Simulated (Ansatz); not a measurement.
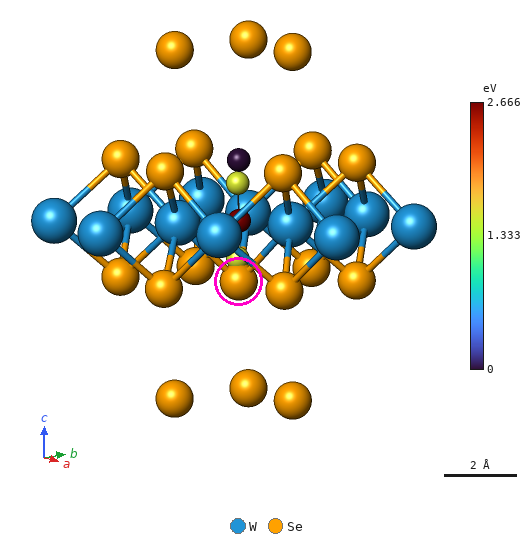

NEB run on a defect cell of composition W$_{8}$Se$_{15}$ with a Se vacancy (23 atoms in the cell). Images are numbered from 0 (start) to 4 (end). The start is drawn whole; smaller spheres mark the moving atoms (Se) in the later images, joined by lines and coloured by the energy of the image relative to the start. Style: ball-and-stick. Shown: the atoms within 5.9 Å of the middle of the path, slightly off an axis. The moving atom is ringed, with any periodic copies. Bonds to atoms that aren't drawn are left out.

Level of theory: DFT, PAW plane waves, PBE in Ansatz. Set-up: plane-wave cutoff 420 eV; k-point mesh 3 × 3 × 1; Gaussian smearing 0.1 eV; 3 movable images; climbing image; force threshold 0.05 eV/Å; iteration limit 40.

> Describe the path and its energy.

It is a vacancy jump: a nearby atom moves into the empty site and leaves its own site empty. A Se atom travels furthest, 3.41 Å from end to end, along +c, on a straight line. At the highest image its nearest neighbour (W) is 2.38 Å away, against 2.52 Å at the start, and the surrounding atoms stand up to 0.56 Å off the mean of their end positions. The two ends have the same energy, and the highest point, image 2, lies 2.67 eV above the start. The band converged in 20 iterations. The largest component of the band force went from 30 to 0.029 eV/Å. The climbing image converged on the top of the path. Its curvatures weren't checked.

Limits of the set-up: the k-point mesh is coarse for a cell with partly filled bands; the periodic images lie only 6.7 Å apart, so the values are limited by the cell's size.

Cost: 33 min on 4 threads of Arm Neoverse V2 (shared host), peak memory 3.6 GiB.
